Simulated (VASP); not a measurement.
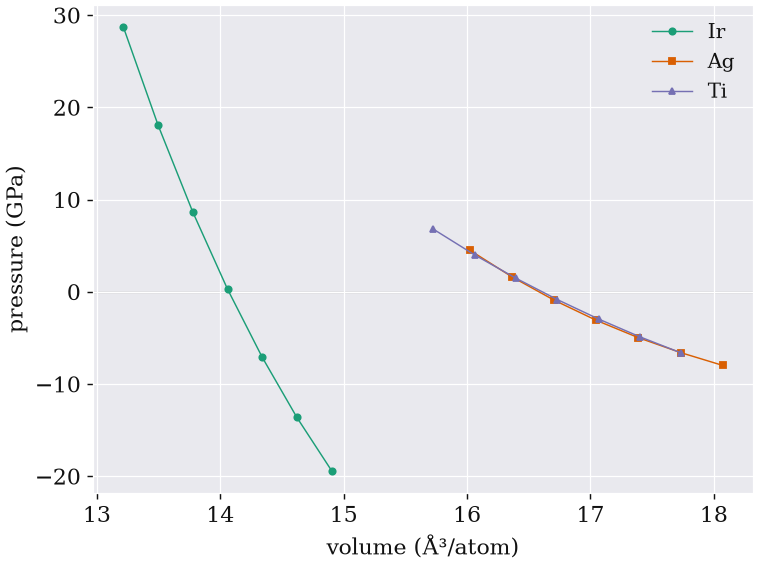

How it was computed, with VASP 6.6.1: plane-wave DFT, no spin polarisation; energies at scaled volumes of the given cell, shape and fractions fixed, counted from the fit's minimum, third-order Birch-Murnaghan fit. Level: PBEsol.

```tsv
setting	value
occupations	Fermi–Dirac
smearing width	0.05 eV
potentials	VASP PAW PBE potentials, recommended
wave cutoff	520 eV
```

**Figure.** Pressure against volume, with one curve for each element, for Ag, Ir and Ti (all in space group Fm-3m (No. 225)).

Settings that differ: Ir: k mesh 12×12×12; Ag: k mesh 11×11×11; Ti: k mesh 11×11×11.

The fitted equilibrium volumes, smallest first, are Ir 14.072, Ag 16.592, Ti 16.617 Å³/atom. The fitted bulk moduli, smallest first, are Ti 113.2, Ag 119.6, Ir 390.2 GPa. For Ir, the pressure falls from 28.70 GPa at volume 13.22 Å³/atom to −19.39 GPa at 14.90 Å³/atom, and changes sign near 14.07 Å³/atom. For Ag, the pressure falls from 4.50 GPa at volume 16.03 Å³/atom to −7.97 GPa at 18.07 Å³/atom, and changes sign near 16.58 Å³/atom. For Ti, the pressure falls from 6.80 GPa at volume 15.73 Å³/atom to −6.62 GPa at 17.73 Å³/atom, and changes sign near 16.61 Å³/atom.

Input of one of the runs behind the figure:
```
PREC     = Accurate       # precision mode
ENCUT    = 520            # plane-wave cutoff, eV
EDIFF    = 1E-7           # SCF threshold, eV
ISMEAR   = -1             # smearing method
SIGMA    = 0.05           # smearing width, eV
LREAL    = F              # projectors in reciprocal space
LASPH    = T              # aspherical terms in the spheres
NELM     = 60             # most SCF steps
ALGO     = Normal         # electronic algorithm
ISIF     = 2              # what is computed and relaxed
LWAVE    = F              # write WAVECAR
LCHARG   = F              # write CHGCAR
GGA      = PS             # functional
NBANDS   = 12             # bands
```

Command:
```bash
cat potpaw_PBE.64/Ag/POTCAR > POTCAR
mpirun -np 1 vasp_std > vasp.out
```
